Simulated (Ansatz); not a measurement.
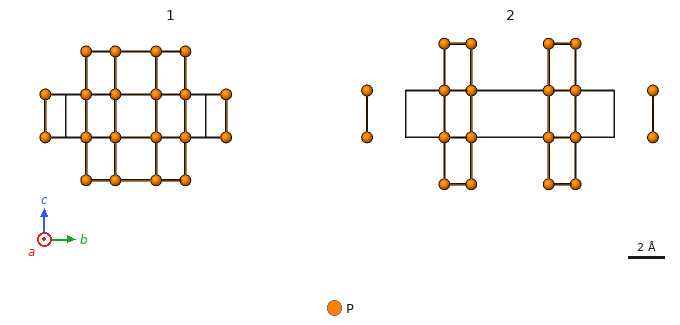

Two geometries of solid P (a generated structure, set up in Cmmm), drawn at one scale. One is the start of a relaxation, the other its converged end. Style: ball-and-stick. Shown: the conventional cell (2 times the calculation's cell), along the a axis. Lengths and directions refer to the drawn axes.

All numbers below come from DFT PBE, scalar-relativistic, plane waves, PAW (Ansatz). Settings: plane-wave cutoff 420 eV; k-point mesh 18 × 18 × 22; occupations gaussian; smearing width 0.1 eV; no spin polarisation; cell and atoms relaxed; force threshold 0.01 eV/Å; at most 80 steps.

Q: Which of the two is the end point?

A: Structure 2 is the relaxed one. The largest moves relative to the cell, 0.47 Å, are those of P atoms. The drawn cell changes as follows: a 3.533 → 3.248 Å (−8.1 %), b 7.890 → 11.747 Å (+48.9 %), c 2.421 → 2.640 Å (+9.1 %); the volume changes by +49.3 %. Among the contacts that change: P–P 2.298 → 4.356 Å, P–P 2.421 → 2.640 Å, P–P 2.415 → 2.223 Å. Bonds break: P–P (2.30 → 4.36 Å). The space group stays Cmmm (No. 65). After 26 accepted moves (32 points after the start) the energy has fallen by 57.1 meV per atom. The largest force component goes from 0.17 to 0.00022 eV/Å. The pressure goes from 0.08 to 0.00 GPa. The line search rejected the trial steps at points 4, 10 of the run. The SCF was repeated 4 times at an unchanged geometry on a basis and grid sized afresh for the cell, which shifted the energy by 11.5 meV per atom at most. The run took 34 min on 1 thread of Intel(R) Xeon(R) Processor @ 2.50GHz (Skylake/Cascade Lake) (shared host), peak memory 0.87 GiB.
